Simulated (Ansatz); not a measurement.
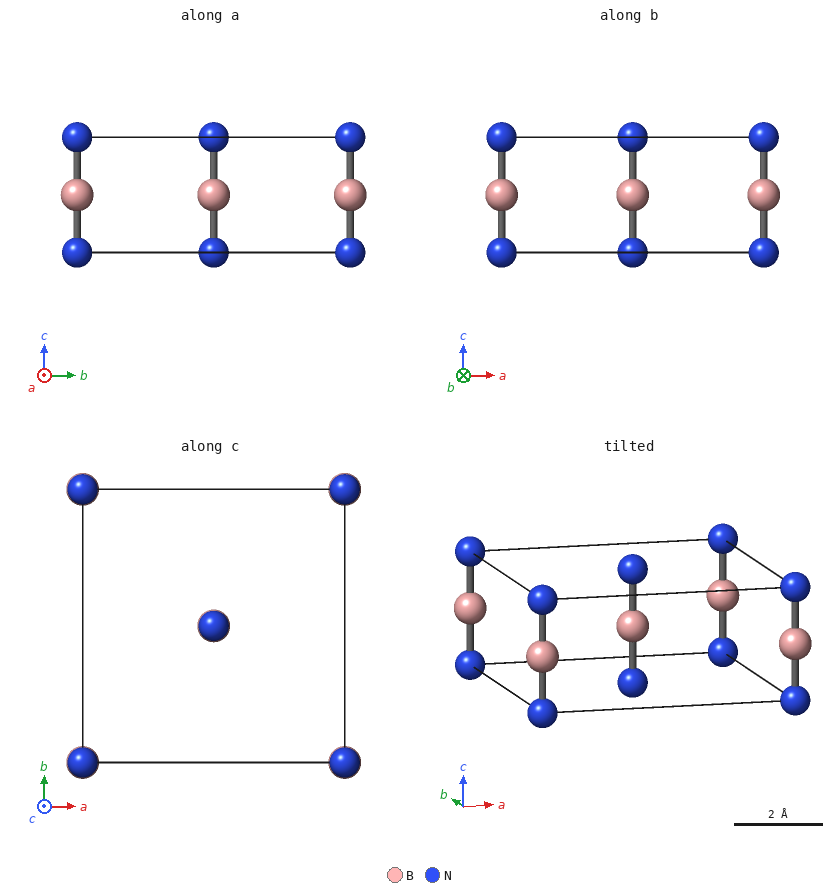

View along the a axis, along the b axis, along the c axis and slightly off an axis, drawn as a ball-and-stick model. One conventional unit cell is framed, with atoms on its boundary repeated.

Lattice parameters: a = 5.963 Å, b = 6.215 Å, c = 2.622 Å, α = 90.00°, β = 90.00°, γ = 90.00°. Put a along x and b in the xy plane.

**Record the structure as a POSCAR file.**

```
B N
1.0
     5.963    0.000    0.000
     0.000    6.215    0.000
     0.000    0.000    2.622
B N
2 2
Direct
  0.0000 0.0000 0.5000
  0.5000 0.5000 0.5000
  0.0000 0.0000 0.0000
  0.5000 0.5000 0.0000
```

Its origin is a textbook structure type filled with these elements (whether it is the usual form wasn't checked). The picture shows the end point of a geometry optimisation with Ansatz 0.2.0, DFT PBE, scalar-relativistic, plane waves, PAW.
